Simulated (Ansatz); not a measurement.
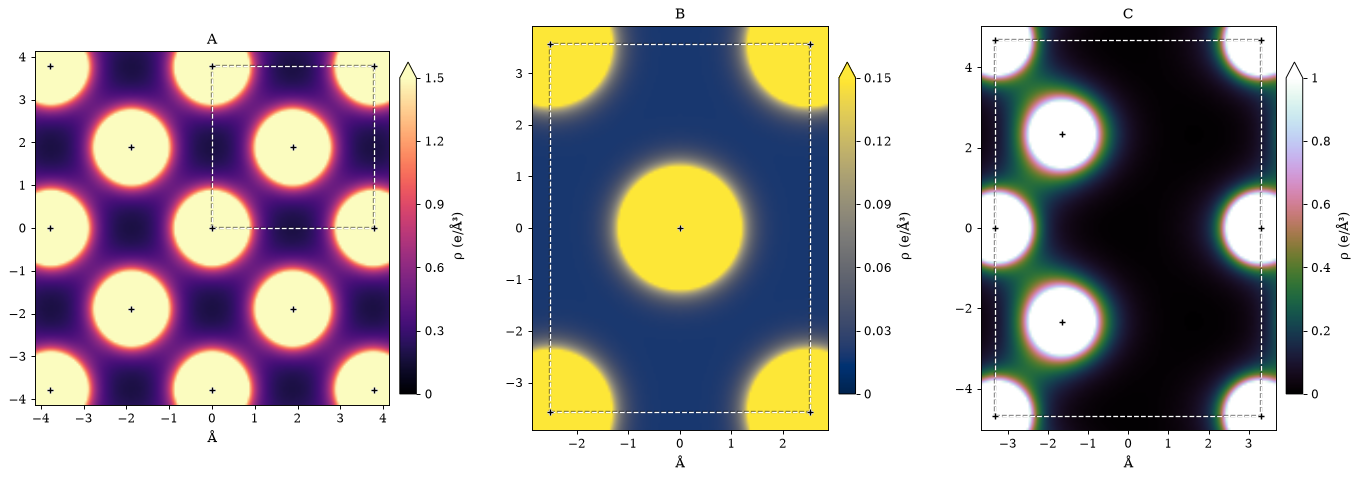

The valence pseudo-density of 3 systems, each on a plane through atoms (crosses mark nuclei in the plane).

All numbers below come from Ansatz 0.2.0, DFT PBE, scalar-relativistic, plane waves, PAW.

System 1: InSb, the (110) plane of the conventional cell. Space group F-43m.

System 2: K, the (110) plane of the conventional cell. Space group Im-3m; changed on purpose from its base cell (volume × 0.88); computed without spin polarisation.

```yaml
crystal:
  lattice:
    - [5.06151, 0.00000, 0.00000]
    - [0.00000, 5.06151, 0.00000]
    - [0.00000, 0.00000, 5.06151]
  atoms:
    - { symbol: K, position: [0.00000, 0.00000, 0.00000] }
    - { symbol: K, position: [0.50000, 0.50000, 0.50000] }
```

System 3: Ir, the (001) plane of the conventional cell. Space group Fm-3m; changed on purpose from its base cell (volume × 0.94); computed pressure about 25 GPa in this cell; computed without spin polarisation.

Match each panel to its system.

Panel A is system 3, Ir: the plane holds Ir. Ir–Ir (2.68 Å): ρ at the midpoint is about 0.47 e/Å³. Panel B is system 2, K: the plane holds K. K–K (4.38 Å): ρ is about 0.02 e/Å³ halfway. Panel C is system 1, InSb: the plane holds In and Sb. In–Sb (2.87 Å): ρ at the midpoint is about 0.33 e/Å³.
